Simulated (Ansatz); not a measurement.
**Ta$_{3}$N (slab): density, localisation and related maps**

The calculation's input:

```
crystal:
  lattice:
    - [2.9274048678, 0.0, 0.0]
    - [-1.4637024339, 2.5352069827, 0.0]
    - [0.0, 0.0, 21.7804321296]
  atoms:
    - { symbol: Ta, position: [0.6666666667, 0.3333333333, 0.1836510853] }
    - { symbol: Ta, position: [0.3333333333, 0.6666666667, 0.293392529] }
    - { symbol: Ta, position: [0.0, 0.0, 0.4031339726] }
    - { symbol: "N", position: [0.1111111111, -0.1111111111, 0.5624512892], spin: 3.0 }
basis:
  ecutwfc: 420
kpoints:
  mp_grid: { grid: [9, 9, 1] }
hamiltonian:
  xc: lda
  pseudopotentials: { kind: paw, azcp: { folder: soft_1 } }
scf:
  occupations: { method: gaussian, width: 0.1 }
output:
  forces: true
  eigenvalues: true
  populations: true
  write_density: true
  write_potential: true
  elf: true
  volumetric_format: npy
magnetization:
  spin_polarized: true
efield:
  axis: 3
  dipole_correction: true
  ramp_width: 0.04
```

Launched as:

```sh
ansatz run input.yaml --threads 1 --pin off --max-ram 3072MiB --backend cpu --events-out ev --progress --plain --runs-dir out
```

A point of a scan over the structure, not its minimum; not relaxed (largest force 0.6 eV/Å); PAW files of the earlier set (soft_1); spin-polarised.

Theory: DFT LDA, scalar-relativistic, plane waves, PAW (Ansatz).

The density is the valence pseudo-density of a PAW calculation; it isn't the true density close to the nuclei.

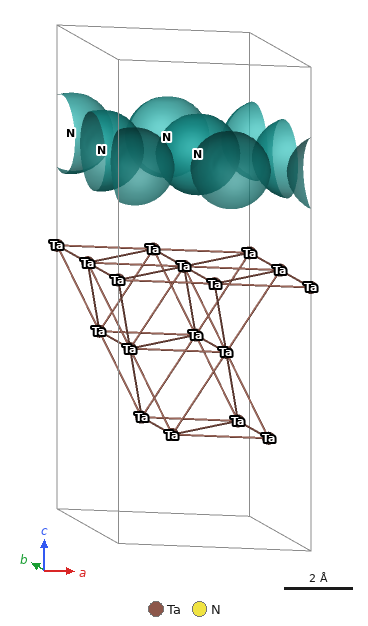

Figure 1. Isosurface of the spin density at +0.05 e/Å³ (teal), seen slightly off an axis. Sticks mark near contacts.

> Describe the spin distribution.

The spin density sits on N: +2.6 μB in one cell of 4 atoms, with smaller moments on other sites: Ta (up to −0.07 μB): a single local moment. The cell of the calculation (4 atoms) carries 2.8 μB of net spin moment.

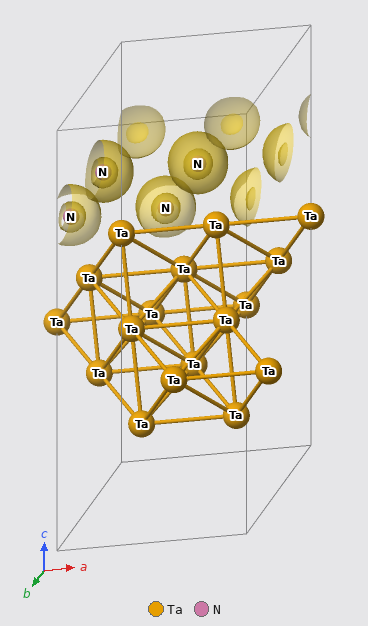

Figure 2. Isosurface of the ELF at 0.8 (yellow), seen at an oblique angle. Only the valence region is drawn (cores and ρ < 0.01 e/Å³ removed). Sticks mark near contacts.

> Identify the bonds, lone pairs and shells in this picture.

The surface consists of one region wrapped around N (its valence shell), counted in one cell of 4 atoms. Counts are for one cell; the picture repeats the cell along the surface. Along the contacts the grid gives the following. Ta–Ta (2.93 Å): the ELF is about 0.35 at the midpoint. N–N (2.93 Å): the ELF is about 0.05 at the midpoint: no localised pair shows between them.

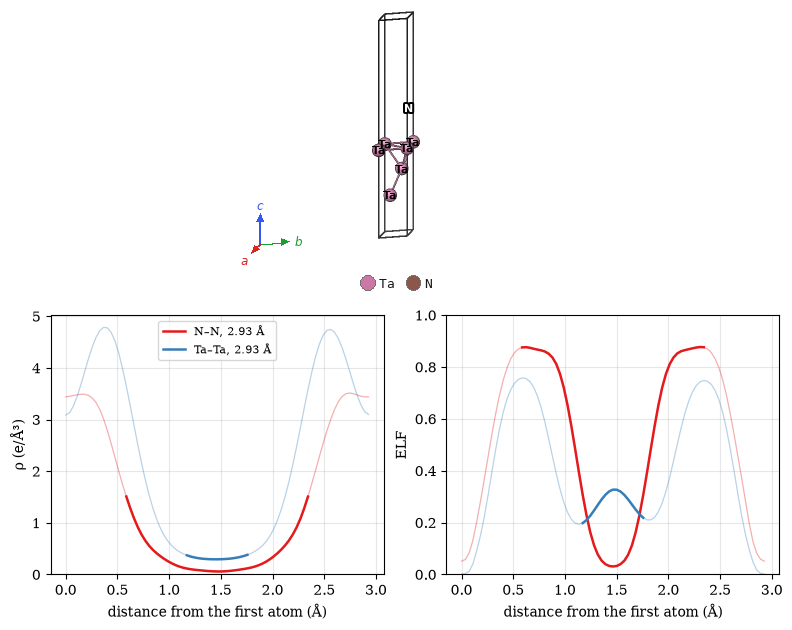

Figure 3. Valence pseudo-density and ELF along straight lines between neighbouring atoms. Thin, pale parts lie inside the atomic spheres. The structure is drawn too.

> Compare the contacts.

N–N (2.93 Å): ρ is about 0.06 e/Å³ halfway; the ELF is about 0.05 at the midpoint: no localised pair shows between them.
Ta–Ta (2.93 Å): ρ at the midpoint is about 0.29 e/Å³; the ELF is about 0.35 at the midpoint.

> Metal or insulator at this level of theory?

It is metallic or semimetallic at this level of theory: no gap opens.
